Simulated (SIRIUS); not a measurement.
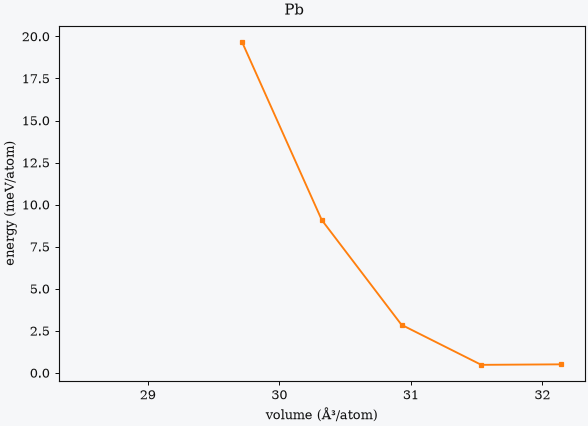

The figure shows the energy against volume for Pb, space group Fm-3m (No. 225).

Starting cell:
```
CELL_PARAMETERS angstrom
0.00000 2.47502 2.47502
2.47502 0.00000 2.47502
2.47502 2.47502 0.00000
ATOMIC_POSITIONS crystal
Pb 0.00000 0.00000 0.00000
```

Computed with SIRIUS 7.12.0: all-electron LAPW DFT, no spin polarisation; energies at scaled volumes of the given cell, shape and fractions fixed, counted from the fit's minimum, third-order Birch-Murnaghan fit. Level: PW91.

k mesh 9×9×9; occupations Fermi–Dirac; smearing width 0.05 eV; potentials all electron FP LAPW; program settings basis apw+lo standard, gk cutoff 3.4 1/bohr, pw cutoff 20 1/bohr.

The points at volume 28.50 Å³/atom and 29.11 Å³/atom are left out of the plot. What values does the calculation give there?

```
volume (Å³/atom)  energy (meV/atom)
           28.50              53.43
           29.11              34.09
```

Limits of the calculation: spin-orbit coupling left out, heavy elements.
